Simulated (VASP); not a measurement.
Geometry relaxation of ZrS₂ (part 4 of 4)

The same run, continued: ZrS₂ (3 atoms in the cell); Kohn-Sham DFT of a periodic cell, PBE, VASP PAW PBE potentials, recommended, no spin polarisation (VASP 6.6.1); cutoff 600 eV, 9×9×5 k-mesh, Gaussian smearing of 0.03 eV. The structure derives from a Materials Project entry.

Geometry of the input (Å; fractional positions):
```
3.6914  0.0000  0.0000
-1.8457  3.1968  0.0000
0.0000  0.0000  6.0411
Zr 0.0000  0.0000  0.0000
S  0.6667  0.3333  0.7621
S  0.3333  0.6667  0.2379
```

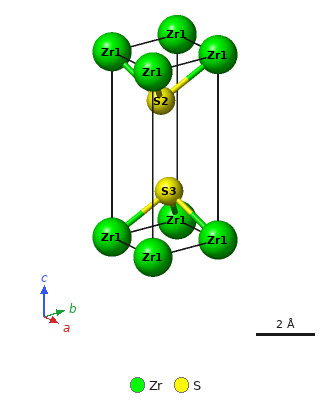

**Figure 1.** The geometry at step 22 of the log (ball-and-stick view of the cell of the calculation, seen slightly off an axis; atoms are numbered from 1 in the order of the input).

Trajectory as extended XYZ, continued:
```
3
Lattice="3.6860 -0.0000 0.0000 -1.8430 3.1922 -0.0000 -0.0000 -0.0000 6.5324" Properties=species:S:1:pos:R:3:forces:R:3 step=21 energy=-21.44026
Zr    0.0000    0.0000    0.0000    0.0000   0.0000   0.0000
S     1.8430    1.0641    5.0834    0.0000   0.0000   0.0101
S     0.0000    2.1281    1.4490    0.0000   0.0000  -0.0101
3
Lattice="3.6856 -0.0000 0.0000 -1.8428 3.1918 -0.0000 -0.0000 -0.0000 6.5310" Properties=species:S:1:pos:R:3:forces:R:3 step=22 energy=-21.44026
Zr    0.0000    0.0000    0.0000    0.0000   0.0000   0.0000
S     1.8428    1.0639    5.0821    0.0000   0.0000   0.0055
S     0.0000    2.1279    1.4488    0.0000   0.0000  -0.0055
3
Lattice="3.6853 -0.0000 0.0000 -1.8427 3.1916 -0.0000 -0.0000 -0.0000 6.5299" Properties=species:S:1:pos:R:3:forces:R:3 step=23 energy=-21.44026
Zr    0.0000    0.0000    0.0000    0.0000   0.0000   0.0000
S     1.8427    1.0639    5.0812    0.0000   0.0000   0.0025
S     0.0000    2.1277    1.4487    0.0000   0.0000  -0.0025
```

Results in brief:

```csv
quantity,value
outcome,converged
space group (tolerance 0.01 Å),P-3m1 (164)
electrons treated,24
free energy,−21.4403 eV
Fermi energy,3.470 eV
gap on the k-point mesh,1.14 eV
pressure,−0.02 GPa
final volume,76.80 Å³
largest force (length of the vector) at the end,0.002 eV/Å
final cell,"a = 3.685 Å, b = 3.685 Å, c = 6.530 Å, α = 90.00°, β = 90.00°, γ = 120.00°"
hardware,"1 thread of Intel Xeon (Granite Rapids), 64 GiB of memory available, shared host"
wall time,5.9 min
peak memory,0.25 GiB
```

The volume changed by more than 5 % on the plane waves of the start, so the result carries a basis error; a second relaxation from the end is advised.
